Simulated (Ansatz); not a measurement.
## Run report: GdO, single-point calculation (part 2 of 2)

GdO (F-43m, 2 atoms in the cell); DFT PBEsol+U, scalar-relativistic, plane waves, PAW, Ueff = 8 eV on Gd atom 1 f, spin-polarised (Ansatz 0.2.0); cutoff 420 eV, 6×6×6 k-mesh, Gaussian smearing of 0.05 eV, collinear spins. The structure was built on a prototype by a generator; it need not be a known phase. It belongs to a series of runs on one base structure; here: random orbitals: harmonics, high filling.

Geometry of the input (Å; fractional positions):
```
0.0000  2.7000  2.7000
2.7000  0.0000  2.7000
2.7000  2.7000  0.0000
Gd 0.0000  0.0000  0.0000
O  0.2500  0.2500  0.2500
```

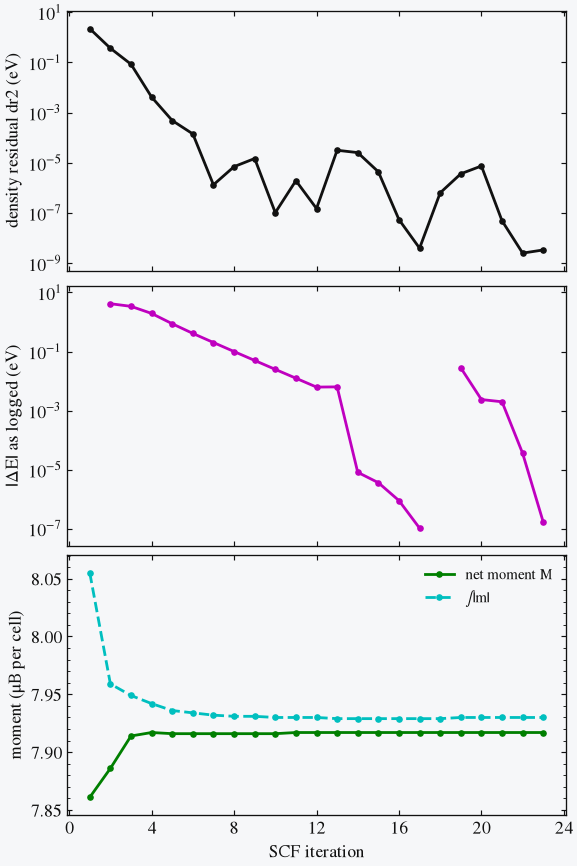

Fig. 1: Convergence of the self-consistent field: density residual dr2, size of the energy change and magnetic moment against the SCF iteration. The residual falls unevenly and jumps up by a factor of two or more 7 times on the way down. The net moment stays at 7.9 μB per cell.

```
SCF converged after 23 iterations
Magnetization: 7.9166 μB (15.9583 up, 8.0417 down)
Absolute magnetization: 7.9303 μB (∫|ρ↑−ρ↓|, with the PAW one-centre terms)
Spin contamination: 0.0102 ħ² per cell (⟨S²⟩ above its minimum at these occupations)
Per-site moments (μB) at R_I (Å): [(7.019380701585511, 0.9645357934649187), (0.006012541921248822, 0.9645357934649187)]
Free energy (F): -9791.454435 eV
Harris-Foulkes:  -9791.454435 eV  (|F-HF|=6.82e-9)
Internal energy: -9791.453024 eV  (E = F + TS)
E sigma→0 (E₀):  -9791.453729 eV
Entropy (-TS):   -0.001412 eV (-0.706 meV/atom)
Fermi energy:    12.318988 eV
--- Per-component energies (eV) ---
  E_band       = -62.468431
  E_kinetic    = 579.422047
  E_local      = -2482.793500  (includes V_loc(G=0)·N_el)
  E_nonlocal   = 336.359265
  E_hartree    = 1009.448622
  E_xc         = -305.882312
  E_vxc        = -347.647452  (∫ρ·V_xc dr)
  E_hubbard    = 0.097900  (on-site DFT+U / exact-exchange correction)
  E_vhub       = -27.870815  (the Hubbard potential's part of the band-sum identity)
  E_paw        = -6497.172425  (= ΣΔE_a)
  E_vpaw       = -138.834133  (= ΣTr[D̂ρ^β])
  E_aug_tail   = 0.002409  (compensation charges beyond the density's cutoff)
  E_ewald      = -2431.631488
  E_core_change = 0.696459  (= ΣΔE_core)
  E_smearing   = -0.001412  (= −TS)
  E_closure    = 0.000000  (closes the sum)
  Σ components = -9791.454435   (vs F -9791.454435, Δ=0.00e0)
--- Specified on-site occupations, and those of the state reported ---
  electrons in the specified blocks: 6.9300 specified, 7.0167 found
  site 0 (l=f) ↑: largest change of an orbital's occupation 0.0297; electrons 6.7900 specified, 6.9961 found; spectral distance 0.0779
  site 0 (l=f) ↓: largest change of an orbital's occupation 0.0179; electrons 0.1400 specified, 0.0206 found; spectral distance 0.0453
--- Forces (eV/Å), atoms counted from 1 ---
  atom   1  Gd     0.00000000    -0.00000000    -0.00000000
  atom   2  O     -0.00000000     0.00000000     0.00000000
  max |Σ_I F_I| component: 9.25e-17 eV/Å
--- Stress (GPa, compression-positive) ---
       -3.687356       0.000000      -0.000000
        0.000000      -3.687356      -0.000000
       -0.000000      -0.000000      -3.687356
  P = ⅓ Tr σ = -3.6874 GPa (-36.874 kbar)
--- Band table (eV; the first three rows and the last of 32) ---
  k-point 0 ↑: bands = ["-33.6332", "-10.8433", "-10.8433", "-10.8433", "-7.0038", "2.6573", "2.6573", "2.6573", "2.7912", "2.7926", "2.7926", "2.7926", "6.6921", "6.6921", "6.6921", "9.9173", "14.6443", "14.6443", "16.6700", "16.6700"]
  k-point 1 ↑: bands = ["-33.6241", "-11.0877", "-10.8624", "-10.8624", "-6.7770", "2.6579", "2.6718", "2.6718", "2.7709", "2.7709", "2.7933", "2.8030", "6.4801", "6.8186", "6.8186", "10.9143", "14.2880", "14.2880", "16.1168", "17.0914"]
  k-point 2 ↑: bands = ["-33.6057", "-11.5034", "-10.9004", "-10.9004", "-6.4160", "2.6770", "2.6810", "2.6810", "2.7520", "2.7520", "2.7888", "2.7948", "6.6100", "7.0267", "7.0267", "12.2642", "14.2428", "14.2428", "15.3788", "17.1011"]
  k-point 15 ↓: bands = ["-30.3850", "-9.8714", "-8.7551", "-8.6624", "-5.3379", "6.7379", "7.5717", "7.9551", "13.2388", "13.7527", "15.8729", "15.9044", "16.0162", "16.0739", "16.0960", "16.1044", "16.2314", "16.8880", "18.0121", "19.0495"]
Occupation matrices written to [file]
--- Löwdin populations: 2 sites ---
  site symbol       q [e]    m [muB]
     0     Gd     17.2884     7.8385
     1      O      6.6167     0.0162
  spilling = 0.003954 (of n_electrons = 24.000000)
--- Occupation matrices: 1 shell (run DFT+U table (all-electron-ortho-atomic); ε = 9.27e-4) ---
  Gd0 f_4F: site group Td (-43m)
  Gd0 f_4F up     Tr n = 6.9961  λ = 0.999 0.999 0.999 0.999 1.000 1.000 1.000  [7× z3 0.14 (T1 0.43) T1(0.43)]
  Gd0 f_4F dn     Tr n = 0.0206  λ = 0.002 0.002 0.002 0.003 0.003 0.003 0.006  [6× z3 0.17 (T1 0.50) T1(0.50) | xyz 1.00 (A1 1.00) A1(1.00)]
  specified occupation → Gd0 f_4F up: matrix, ‖Δ‖_F = 0.0779, Tr Δ = -0.2061, displaced = 0.1030, d_λ = 0.0779; orbital distance = 0.0000
  specified occupation → Gd0 f_4F dn: matrix, ‖Δ‖_F = 0.0453, Tr Δ = +0.1194, displaced = 0.0597, d_λ = 0.0453; orbital distance = 0.0000
  Tr n, λ and their labels are of the run-group-symmetrised matrices; stabiliser: 24 of 48 elements of G0×{1,Θ} (closed), max defect 3.9e-15 at τ = 2.0e-4
```

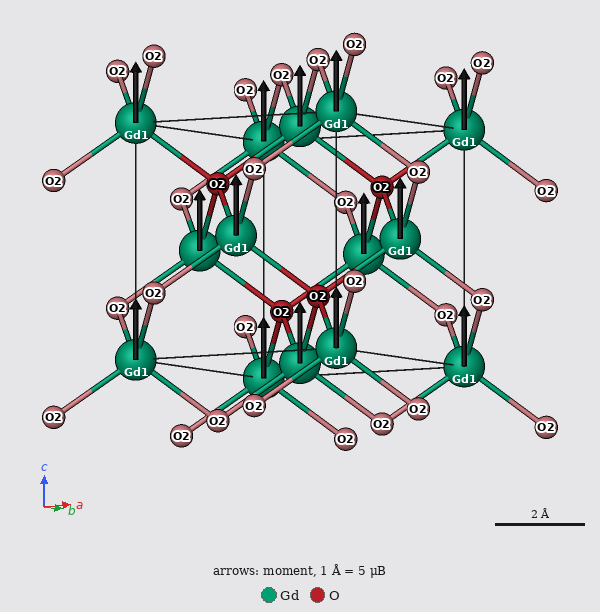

Fig. 2: Magnetic moments of the sites as black arrows (ball-and-stick view of the cell 4 times as large as that of the calculation, set on its symmetry axes, seen at an oblique angle; neighbours outside the cell are drawn fainter; atoms are numbered from 1 in the order of the input); small moments hardly show. The run is collinear, so the axis drawn is arbitrary. Site moments: Gd1 (7.02 μB). They are counted near the atoms and needn't add up to the moment of the cell.

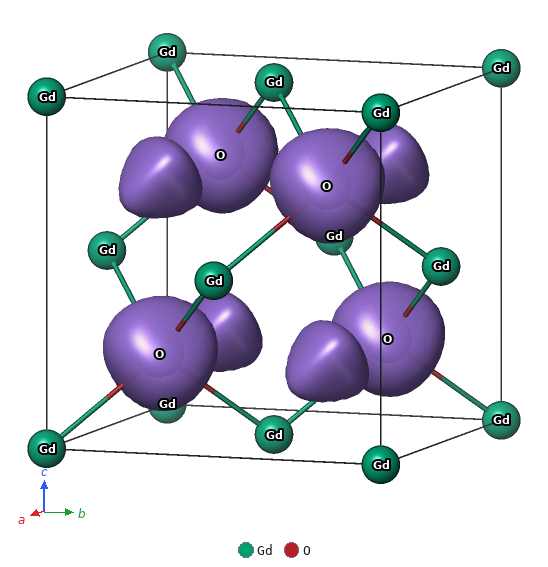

Fig. 3: Isosurface of the electron localisation function at 0.7 (purple), seen slightly off an axis. Core shells and regions of very low density are left out. Sticks mark near contacts. The outline is the cell set on symmetry axes. Profiles from the grid: Gd–O (2.34 Å): the ELF peaks at about 0.80 in the valence shell of O, 0.6 Å from its nucleus, and drops to about 0.15 between the two atoms (a polar contact without a shared pair, in a metal). In a PAW calculation such maps are meaningful between the atoms, not at the nuclei.

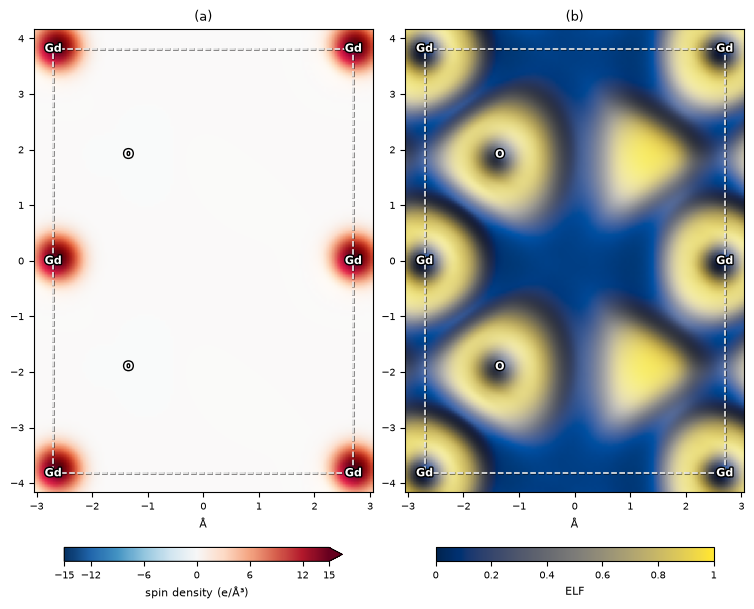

Fig. 4: (a) magnetisation density (up minus down); (b) electron localisation function on the (101) plane of the conventional cell. The section cuts through Gd and O sites. Gd–O (2.34 Å): the ELF peaks at about 0.80 in the valence shell of O, 0.6 Å from its nucleus, and drops to about 0.15 between the two atoms; no shared pair; the contact is polar.The strong features right at Gd lie inside the PAW spheres (semicore, d or f shells) and say nothing about bonding. The cell of the calculation (2 atoms) carries 7.9 μB net.

## Results in brief

- outcome: converged
- space group (tolerance 0.01 Å): F-43m (216)
- electrons treated: 24
- free energy: −9791.4544 eV
- Fermi energy: 12.319 eV
- gap on the k-point mesh: none (metallic)
- net moment of the cell: 7.92 μB
- integrated absolute moment: 7.93 μB
- pressure: −3.69 GPa
- largest force (length of the vector): under 0.001 eV/Å
- hardware: 2 threads of Intel Xeon (Sapphire Rapids), 64 GiB of memory available, shared host
- wall time: 4.6 s (CPU time 7.5 s)
- peak memory: 0.4 GiB

## Remarks

DFT+U on an f shell has many self-consistent states, and spin–orbit coupling is left out here.
